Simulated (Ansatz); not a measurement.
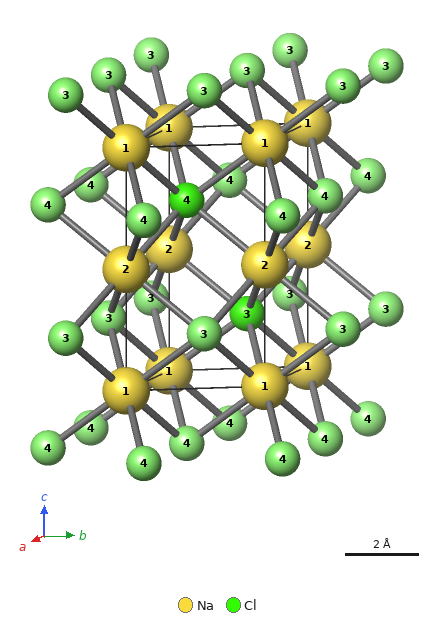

Fig. 1: The structure as given in the input (ball-and-stick view of the cell of the calculation, seen slightly off an axis; neighbours outside the cell are drawn fainter; atoms are numbered from 1 in the order of the input).

# Run report: NaCl, Wannier-function calculation

The run: Wannier-function calculation of NaCl (P6₃/mmc, 4 atoms in the cell). Method and program: maximally localised Wannier functions of PBE bands, plane waves, PAW, no spin polarisation (Ansatz 0.2.0).

The structure was built on a prototype by a generator. The geometry comes from this level: r2SCAN. It belongs to a series of runs on one base structure; here: anion s p. Figures and captions count atoms from 1; the log counts them from 0 in places.

Log:
```
scf.n_extra_bands = 6 over 16 filled bands (N_el = 32.0): the run solves 22 bands
Engine: ansatz 0.2.0, x86_64-unknown-linux-gnu
Pseudopotentials: kind: paw
Pseudopotential: Na, paw, valence charge 9, recommended cutoff 420 eV (normal), Na.paw.azcp
Pseudopotential: Cl, paw, valence charge 7, recommended cutoff 420 eV (normal), Cl.paw.azcp
Functional definition: PBE
  parameter kappa = 0.804
  parameter beta = 0.06672455060314922
  exchange = pbe_x(kappa = kappa, mu = beta*pi^2/3)
  correlation = pbe_c(beta = beta)
Crystal: 4 atoms, lattice volume = 88.388 Å³
Basis set: ecut = 420 eV, 1727 PW (Γ)
Bands: 22, of which v1, the nominal top of the filled ones, is band 16 counted from 1 (15 counted from 0)
Symmetry: 24 space group operations
Space group: P63/mmc (ITA 194), of the structure as read, at distance tolerance 4.5e-5 Å
k-points: 21 of 144
Non-local potential: Na, projectors of the file, l = 0: 3, l = 1: 2, l = 2: 1
Non-local potential: Cl, projectors of the file, l = 0: 2, l = 1: 2, l = 2: 2
PAW form: soft (Blöchl's): semilocal exchange-correlation on the pseudo side does not see the compensation charge
PAW one-centre angular grid: Na, 110 points (default); XC on 64 Gauss nodes
PAW one-centre angular grid: Cl, 110 points (default); XC on 64 Gauss nodes
Initial density: superposition of atomic densities (neutral atoms: chi_scale 0, normalization atom), corrected by the library's trained network
Initial wavefunctions: pseudopotential atomic-orbital guess
Functional: x = pbe(κ = 0.804, μ = 0.2195149727645171), c = pbe(β = 0.06672455060314922)
SCF iter   1: F=—  HF=-5138.994584 eV  |F-HF|=—  |Δ(HF+E_count)|=         —  Δρ=7.63e-4  dr2=6.05e-4  ethr=1.77e-3  ⟨swp⟩=4.6  Hψ=1689  notcnv=0  defer=81
preconditioner: auto → Resta (q_TF=auto, 2.303 Å⁻¹)  ε∞=2.1  [insulator: Δε(μ)=5.070 eV  Ē_g=20.308 eV  n_scr=22 (ndim 8)  ℏωp=20.9 eV  f_vac=0.039  ε∞_Penn≈2.1]
SCF iter   2: F=—  HF=-5138.993109 eV  |F-HF|=—  |Δ(HF+E_count)|=   1.47e-3  Δρ=5.90e-4  dr2=4.04e-4  ethr=1.89e-6  ⟨swp⟩=2.6  Hψ=1023  notcnv=0  defer=83
SCF iter   3: F=—  HF=-5138.993009 eV  |F-HF|=—  |Δ(HF+E_count)|=   1.01e-4  Δρ=3.34e-4  dr2=1.30e-4  ethr=1.26e-6  ⟨swp⟩=1.4  Hψ=476  notcnv=0  defer=75
SCF iter   4: F=—  HF=-5138.992964 eV  |F-HF|=—  |Δ(HF+E_count)|=   4.43e-5  Δρ=7.66e-5  dr2=3.23e-6  ethr=4.06e-7  ⟨swp⟩=2.0  Hψ=574  notcnv=0  defer=41
SCF iter   5: F=—  HF=-5138.992978 eV  |F-HF|=—  |Δ(HF+E_count)|=   1.33e-5  Δρ=1.57e-4  dr2=2.94e-5  ethr=1.01e-8  ⟨swp⟩=2.8  Hψ=813  notcnv=0  defer=40
SCF iter   6: F=—  HF=-5138.992971 eV  |F-HF|=—  |Δ(HF+E_count)|=   7.03e-6  Δρ=8.94e-5  dr2=9.72e-6  ethr=1.01e-8  ⟨swp⟩=2.0  Hψ=590  notcnv=0  defer=40
SCF iter   7: F=—  HF=-5138.992968 eV  |F-HF|=—  |Δ(HF+E_count)|=   2.89e-6  Δρ=3.45e-5  dr2=1.47e-6  ethr=1.01e-8  ⟨swp⟩=2.0  Hψ=583  notcnv=0  defer=40
SCF iter   8: F=—  HF=-5138.992967 eV  |F-HF|=—  |Δ(HF+E_count)|=   4.38e-7  Δρ=1.30e-5  dr2=2.14e-7  ethr=4.60e-9  ⟨swp⟩=2.0  Hψ=530  notcnv=0  defer=40
SCF iter   9: F=-5138.992967 eV  HF=-5138.992967 eV  |F-HF|=9.34e-10  |Δ(HF+E_count)|=   7.10e-8  Δρ=1.03e-6  dr2=1.35e-9  ethr=3.13e-10  ⟨swp⟩=8.6  Hψ=1795  notcnv=0
SCF 1 converged in 9 iterations: F = -5138.992967 eV  dr2 = 1.35e-9
  greatest PAW one-centre occupation: 0.999 electrons in one spin orbital (limit 2), on the Na atom at site 1 (counted from 0), in its partial waves of l = 0
```

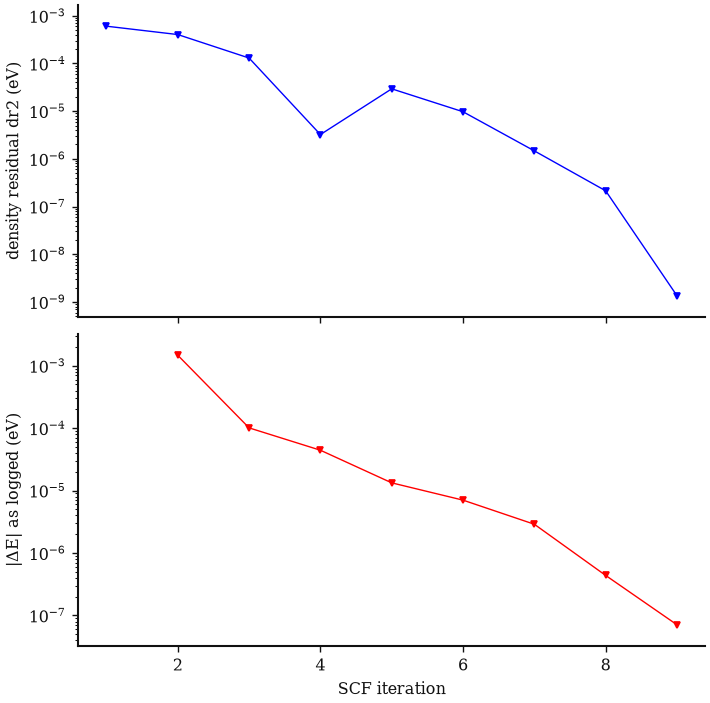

Fig. 2: Convergence of the self-consistent field: density residual dr2 and size of the energy change against the SCF iteration. The residual comes down, with one marked jump up, by a factor of about 9, at step 5.

```
NSCF: frozen V_eff on 93 k-points
NSCF: frozen V_eff on 61 k-points
the Wannier pass solved 61 of the 576 points of its mesh, and has the states at the others by symmetry: states obtained by the crystal's operations at points that were solved too leave a residual of 3.07e-13 eV (read by the count's bands and the next), within 6.67e-6 eV
SCF converged after 9 iterations
Free energy (F): -5138.992967 eV
Harris-Foulkes:  -5138.992967 eV  (|F-HF|=9.34e-10)
Internal energy: -5138.992967 eV  (E = F + TS)
E sigma→0 (E₀):  -5138.992967 eV
Fermi energy:    1.300450 eV
--- Per-component energies (eV) ---
  E_band       = -466.595293
  E_kinetic    = 566.530428
  E_local      = -3061.777669  (includes V_loc(G=0)·N_el)
  E_nonlocal   = 287.238331
  E_hartree    = 1080.948611
  E_xc         = -294.320937
  E_vxc        = -346.959098  (∫ρ·V_xc dr)
  E_paw        = -1845.083375  (= ΣΔE_a)
  E_vpaw       = -73.523774  (= ΣTr[D̂ρ^β])
  E_aug_tail   = 0.000122  (compensation charges beyond the density's cutoff)
  E_ewald      = -1872.528478
  E_smearing   = -0.000000  (= −TS)
  E_closure    = 0.000000  (closes the sum)
  Σ components = -5138.992967   (vs F -5138.992967, Δ=0.00e0)
--- Band table (eV; the first three rows and the last of 21) ---
  k-point 0: bands = ["-47.7349", "-47.7322", "-19.7002", "-19.6459", "-19.6459", "-19.6393", "-19.6393", "-19.6342", "-11.4672", "-11.1638", "-0.7874", "1.0714", "1.0842", "1.0842", "1.3004", "1.3004", "6.3723", "8.6538", "11.4551", "11.5706", "12.6783", "12.6783"]
  k-point 1: bands = ["-47.7345", "-47.7326", "-19.6906", "-19.6449", "-19.6449", "-19.6440", "-19.6403", "-19.6403", "-11.4247", "-11.2103", "-0.5685", "0.7175", "1.1149", "1.1149", "1.2678", "1.2678", "6.8565", "8.5109", "11.2355", "11.2727", "12.5294", "12.5294"]
  k-point 2: bands = ["-47.7336", "-47.7336", "-19.6674", "-19.6674", "-19.6426", "-19.6426", "-19.6426", "-19.6426", "-11.3195", "-11.3195", "0.0139", "0.0139", "1.1903", "1.1903", "1.1903", "1.1903", "7.8415", "7.8415", "11.0176", "11.0176", "12.5203", "12.5203"]
  k-point 20: bands = ["-47.7327", "-47.7327", "-19.6607", "-19.6607", "-19.6590", "-19.6590", "-19.6575", "-19.6575", "-11.0531", "-11.0531", "-0.1906", "-0.1906", "-0.0077", "-0.0077", "0.7914", "0.7914", "9.6687", "9.6687", "10.6214", "10.6214", "11.5450", "11.5450"]
Wannier search: line search 1 of at most 3000: gauge-dependent spread (as the search counts it) 3.1542446 Å², largest recent change 2.9e-2 Å² and fall left 1.2e-5 Å² against conv_tol 1.0e-8 Å², 0 stops escaped
```

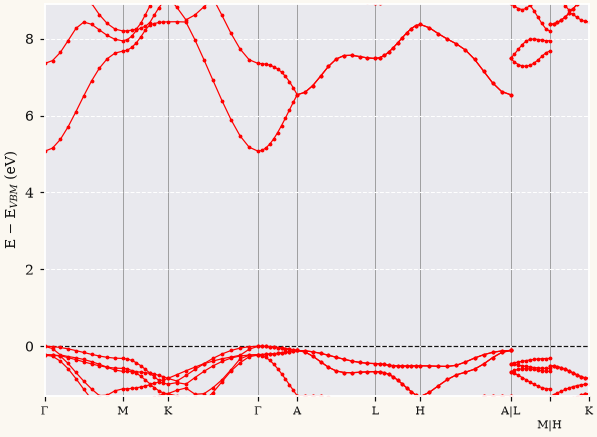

Fig. 3: Band structure along Γ–M–K–Γ–A–L–H–A|L–M|H–K, with energies from the valence-band top. There is a gap of 5.07 eV on this path, direct, at Γ.

This output came from the following input.

Input file:
```yaml
crystal:
  lattice:
    - [3.892271577, 0.0, 0.0]
    - [-1.9461357885, 3.3708060641, 0.0]
    - [0.0, 0.0, 6.7368165382]
  atoms:
    - { symbol: Na, position: [0.0, 0.0, 0.0] }
    - { symbol: Na, position: [0.0, 0.0, 0.5] }
    - { symbol: Cl, position: [0.3333333333, 0.6666666667, 0.25] }
    - { symbol: Cl, position: [0.6666666667, 0.3333333333, 0.75] }
kpoints:
  mp_grid: { grid: [6, 6, 4] }
  band_path:
    path:
      - [[0.0, 0.0, 0.0], [0.5, 8.13281464421e-17, 0.0], [0.3333333333333, 0.3333333333333, 0.0], [0.0, 0.0, 0.0], [0.0, 0.0, 0.5], [0.5, 8.13281464421e-17, 0.5], [0.3333333333333, 0.3333333333333, 0.5], [0.0, 0.0, 0.5]]
      - [[0.5, 8.13281464421e-17, 0.5], [0.5, 8.13281464421e-17, 0.0]]
      - [[0.3333333333333, 0.3333333333333, 0.5], [0.3333333333333, 0.3333333333333, 0.0]]
    npoints: 10
hamiltonian:
  xc: pbe
scf:
  occupations: { method: fixed }
  n_extra_bands: 6
output:
  forces: false
  stress: false
  eigenvalues: true
  wannier:
    kmesh: [12, 12, 4]
    projections: [{ species: Cl, l: s, shell: 3 }, { species: Cl, l: p, shell: 3 }]
    minimise: true
    write_hr: true
    conv_tol: 1.0e-08
    max_iter: 3000
```

File wannier.win:
```
! ansatz wannier90 interface
! projections by site (counted from 0) and shell: 2 3S, 3 3S, 2 3P, 3 3P
! states of the run's bands (counted from 1): 9-16
! their least projectability: 0.9829
num_bands = 8
num_wann  = 8
num_iter  = 2000
conv_tol = 1e-8
conv_window = 5
guiding_centres = true
shell_list = 2 1
write_hr = true

begin unit_cell_cart
Ang
        3.892271576994158                      0.0                      0.0
       -1.946135788497079       3.3708060641050595                      0.0
                      0.0                      0.0             6.7368165382
end unit_cell_cart

begin atoms_frac
Na                       0.0                      0.0                      0.0
Na                       0.0                      0.0                      0.5
Cl        0.3333333333333333       0.6666666666666667                     0.25
Cl        0.6666666666666667       0.3333333333333333                     0.75
end atoms_frac

mp_grid = 12 12 4
```

Launched with:
```bash
ansatz run input.yaml --threads 4 --pin off --max-ram 3686MiB --backend cpu --events-out ev --progress --plain --runs-dir out
```

Key numbers:

- outcome: converged
- space group (tolerance 0.01 Å): P6₃/mmc (194)
- electrons treated: 32
- free energy: −5138.9930 eV
- total spread of the Wannier functions: 8.247 Å²
- Fermi energy: 1.300 eV
- gap on the k-point mesh: 5.07 eV
- hardware: 4 threads of Intel Xeon @ 2.70GHz, 189 GiB of memory available, shared host
- wall time: 7 s (CPU time 22 s)
- peak memory: 0.61 GiB
